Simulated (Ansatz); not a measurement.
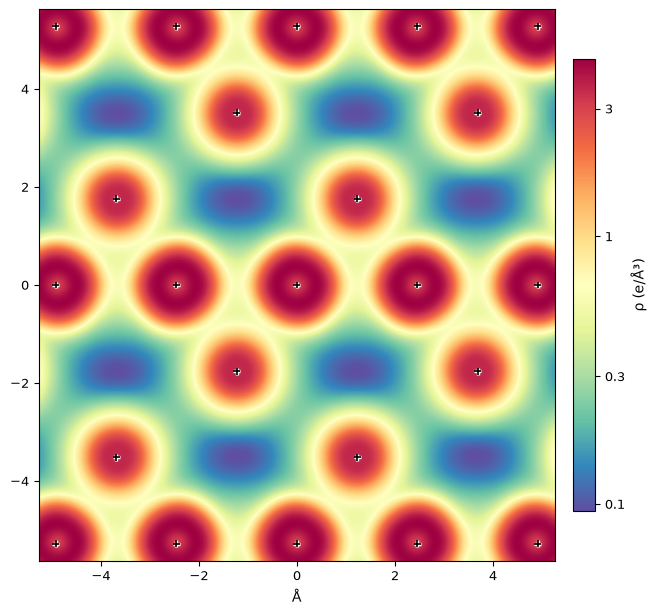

The valence electron density on a plane through atoms (crosses mark nuclei in the plane).

These are results of DFT, r2SCAN, plane-wave PAW, default files, scalar-relativistic, frozen cores (Ansatz), not measurements.

Candidates:
A. SiNi₃, a = 3.55 Å, b = 3.55 Å, c = 3.55 Å, α = 90.00°, β = 90.00°, γ = 90.00°. Space group Pm-3m; computed pressure about −15 GPa in this cell; the program warned that a starting moment wasn't kept; spin-polarised.
B. TaN, a = 3.05 Å, b = 3.05 Å, c = 4.92 Å, α = 90.00°, β = 90.00°, γ = 120.00°. Space group P6₃/mmc; computed pressure about 54 GPa in this cell; the program warned that a starting moment wasn't kept; spin-polarised, but the moments vanished.

> Which candidate gave the map?

Candidate B: TaN on the (110) plane of the conventional cell, which holds Ta and N. Ta–N (2.15 Å): ρ at the midpoint is about 0.62 e/Å³. Ta–Ta (2.46 Å): ρ at the midpoint is about 0.6 e/Å³.
